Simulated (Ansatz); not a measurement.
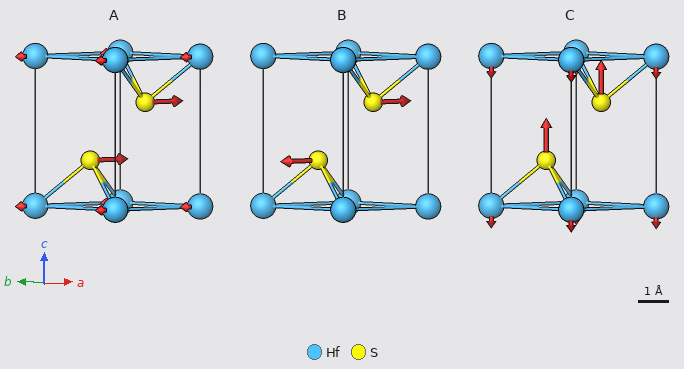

Modes of crystalline HfS2 relaxed at 35 GPa, space group P-3m1 (No. 164), at the zone centre (one member of each degenerate set). Displacements are drawn as red arrows; their common scale and sign are arbitrary. Style: ball-and-stick. Shown: the cell of the calculation, from a free direction.

Level of theory: DFT PBEsol, scalar-relativistic, plane waves, PAW (Ansatz).

The frequencies depend somewhat on the k-mesh and the smearing.

Give the symmetry species and the selection rules of each.

A is E_u, infrared-active by symmetry (226 cm⁻¹). B is E_g, Raman-active by symmetry (284 cm⁻¹). C is A₂u, infrared-active by symmetry (400 cm⁻¹). The crystal has a centre of inversion, so no mode is both. In a metal the free carriers screen the infrared response.
